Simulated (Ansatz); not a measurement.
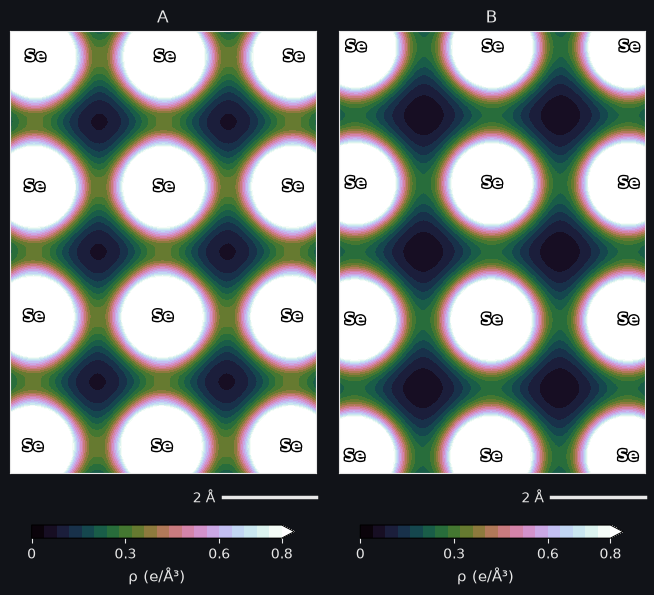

Se. The valence charge density (pseudo) of two cells that differ in size and shape, on the (010) plane of each (indices in the axes of the calculation cell), at one length scale and on one colour scale: B has 25.2 Å³ an atom and A 21.6.

Theory: Ansatz, DFT PBE, scalar-relativistic, plane waves, PAW.

The larger cell:

```yaml
crystal:
  lattice:
    - [2.93097, -0.01405, 0.00503]
    - [-0.01405, 2.93344, 0.00042]
    - [0.00503, 0.00042, 2.92757]
  atoms:
    - { symbol: Se, position: [0.00000, 0.00000, 0.00000] }
```

The smaller cell: a = 2.769 Å, b = 2.794 Å, c = 2.787 Å, α = 89.93°, β = 89.61°, γ = 90.53°.

Question: What does the compression do to the bonding and the properties?

Answer: From the larger cell to the smaller, Se–Se goes from 2.93 to 2.79 Å, and the density at its midpoint from 0.25 to 0.33 e/Å³; the pressure goes from −6 to 3.9 GPa.
